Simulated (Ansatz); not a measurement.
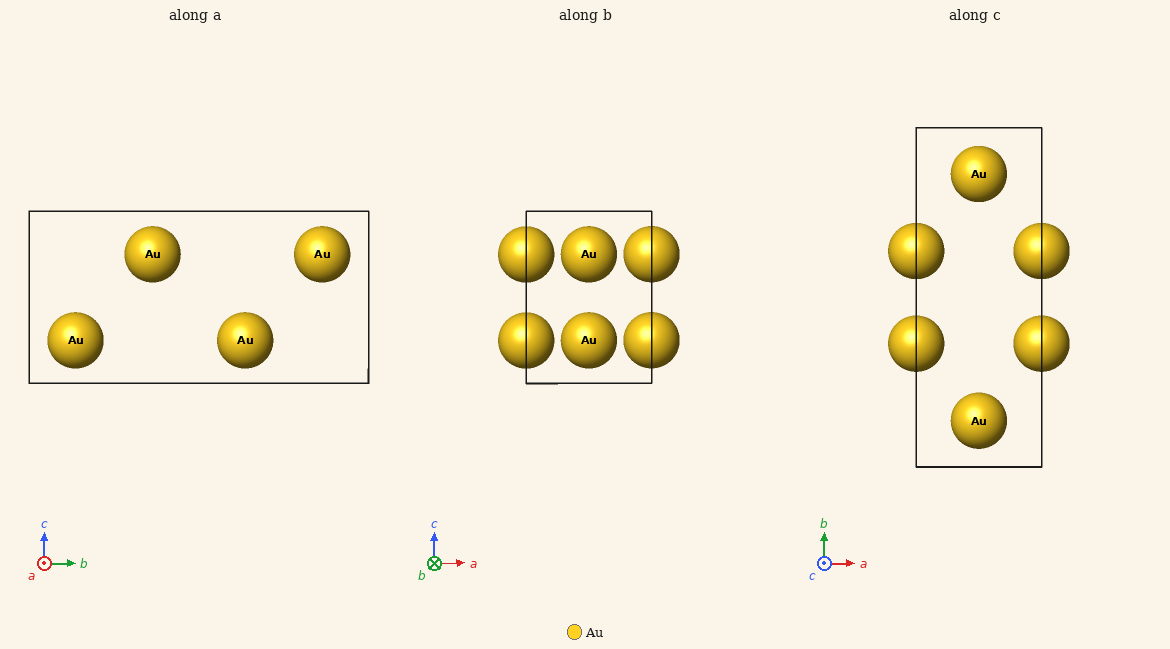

Drawn in the spheres-only manner and seen along the a axis, along the b axis and along the c axis. The wireframe shows the drawn cell (a repeat of the simulation cell).

Lattice parameters: a = 2.866 Å, b = 7.762 Å, c = 3.936 Å, α = 90.00°, β = 89.89°, γ = 90.00°. Put a along x and b in the xy plane.

**From the views, write a POSCAR file, with free fractional coordinates to two decimals.**

```
Au
1.0
     2.866    0.000    0.000
     0.000    7.762    0.000
     0.007    0.000    3.936
Au
4
Direct
  0.00 0.36 0.75
  0.00 0.64 0.25
  0.50 0.14 0.25
  0.50 0.86 0.75
```

Starting structure: a structure type filled with this element by a generator (whether the element takes this form wasn't checked). Earlier steps of the study may have refined or changed the cell and positions. It was the input of a calculation with Ansatz.
